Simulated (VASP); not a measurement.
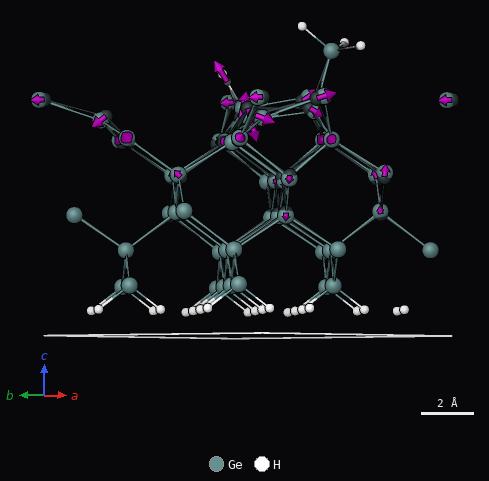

This is a relaxation of a slab of composition Ge₄₉H₂₀. The starting structure is drawn faded, the final one solid; purple arrows show the displacements, magnified 3 times.

The picture is a ball-and-stick view of the cell of the calculation, outlined in the plane, without the vacuum (origin shifted), seen from a free direction.

The run lets the atoms move in a fixed cell. 24 atoms are held fixed.

Method: VASP 6.6.1, Kohn-Sham DFT of a periodic cell, PBE with D3(BJ), VASP PAW PBE potentials, recommended.

Input file:
```
SYSTEM = Ge49H20
ALGO = Normal ; EDIFF = 1E-6
EDIFFG = -0.03 ; ENCUT = 400
GGA = PE ; IBRION = 2
ISIF = 2 ; ISMEAR = 0
ISYM = 0 ; IVDW = 12
LASPH = .True. ; LCHARG = .False.
LREAL = Auto ; LWAVE = .False.
NCORE = 4 ; NELM = 60
NSW = 120 ; PREC = Accurate
SIGMA = 0.05
```

Command:
```bash
cat potpaw_PBE.64/Ge_d/POTCAR potpaw_PBE.64/H/POTCAR > POTCAR
mpirun -np 8 vasp_gam > vasp.out
```

Q: Which element moves most?

A: Germanium: up to 0.48 Å, against 0.35 Å for hydrogen.

Q: What did the optimiser do to the structure, and how much energy did it gain?

A: Over 28 geometry steps the energy falls by 2.114 eV per cell of the calculation. Largest force component: 1.3 eV/Å at the start, 0.22 eV/Å at the end. The largest move is that of a Ge atom, 0.48 Å at 15° to the normal (−c side). By element the largest moves are Ge 0.48 Å, H 0.35 Å. The cell stays as it was. Among the contacts that change: Ge–Ge 2.708 → 2.506 Å, Ge–Ge 2.708 → 2.532 Å, Ge–Ge 2.505 → 2.628 Å, Ge–Ge 2.450 → 2.563 Å. Among the angles between lasting bonds that change: Ge–Ge–Ge 105.0° → 120.8°, Ge–Ge–H 95.1° → 110.4°, Ge–Ge–Ge 96.4° → 110.5°.
